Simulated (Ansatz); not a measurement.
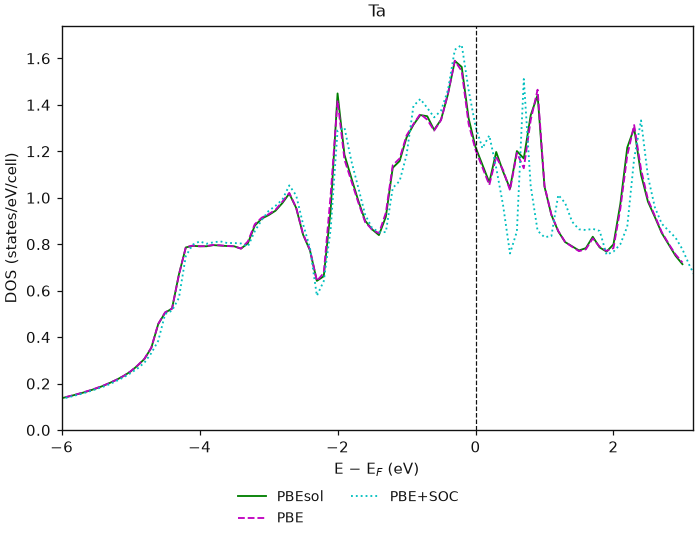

Total densities of states of Ta, space group Fm-3m, 1 atom in the cell, by three methods on the same cell. Each is counted from its own Fermi level.

**What changes from one method to the other?**

PBEsol gives a metal with about 1.3 states per eV and cell at the Fermi level, PBE gives a metal with about 1.3 states per eV and cell at the Fermi level and PBE+SOC gives a metal with about 1.4 states per eV and cell at the Fermi level.

Settings. PBEsol: DFT PBEsol, scalar-relativistic, plane waves, PAW, no spin polarisation, 18×18×18 k mesh, 420 eV cutoff (Ansatz). PBE: DFT PBE, scalar-relativistic, plane waves, PAW, no spin polarisation, 18×18×18 k mesh, 420 eV cutoff (Ansatz). PBE+SOC: DFT PBE, spin-orbit coupling, plane waves, PAW, 18×18×18 k mesh, 420 eV cutoff (Ansatz).
